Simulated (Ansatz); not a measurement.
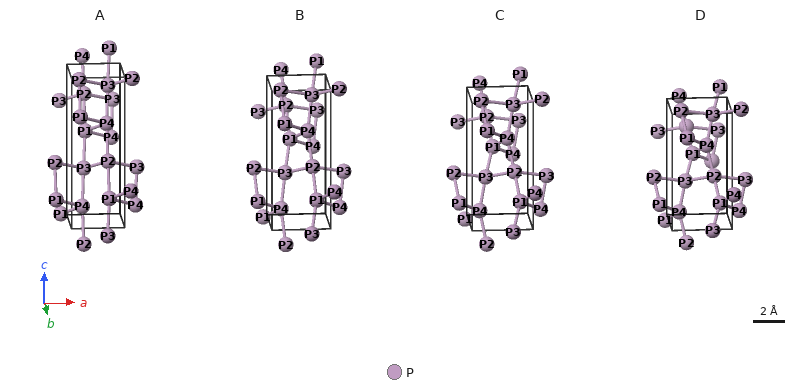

4 geometries from one relaxation of crystalline P (a generated structure, set up in I4_122) (coarse preliminary run), in shuffled order. The picture is a ball-and-stick view of the conventional cell (2 times the calculation's cell), seen from a free direction. Lengths and directions refer to the drawn axes.

Method: Ansatz 0.2.0, DFT PBE, scalar-relativistic, plane waves, PAW. Set-up: plane-wave cutoff 420 eV; k-point mesh 6 × 6 × 6; occupations gaussian; smearing width 0.1 eV; no spin polarisation; cell and atoms relaxed; force threshold 0.04 eV/Å; at most 70 steps.

### Order the frames from highest to lowest energy.

D, C, B, A. They are steps 0, 2, 4, 14, at +764 meV per atom, +356 meV per atom, +184 meV per atom relative to the last. The largest moves relative to the cell, 0.30 Å, are those of P1, P2, P3 and P4. P3 goes along +b. The drawn cell changes as follows: a = b 3.910 → 3.457 Å (−11.6 %), c 7.799 → 10.102 Å (+29.5 %); the volume changes by +1.2 %. Among the contacts that change: P1–P4 3.436 → 2.573 Å, P1–P2 2.902 → 3.428 Å, P1–P2 (another image) 2.045 → 2.529 Å, P1–P4 (another image) 2.235 → 2.322 Å. Bond angles that change, for instance: P3–P2–P3 122.0° → 96.2°, P1–P2–P4 155.4° → 176.0°, P1–P2–P3 106.8° → 92.8°. The space group stays I4_122 (No. 98). Over 10 accepted moves (14 points after the start) the energy falls by 764 meV per atom. Largest force component: 0.1 eV/Å at the start, 0.011 eV/Å at the end. Pressure: 30.09 GPa at the start and −0.03 GPa at the end. The line search rejected the trial steps at points 7, 11 of the run. At 2 points the geometry stayed and the basis and grid were re-selected for the new cell (energy shift of 16.6 meV per atom at most each time). Cost: 45 s on 1 thread of Arm Neoverse V2, on a shared host, peak memory 0.36 GiB.
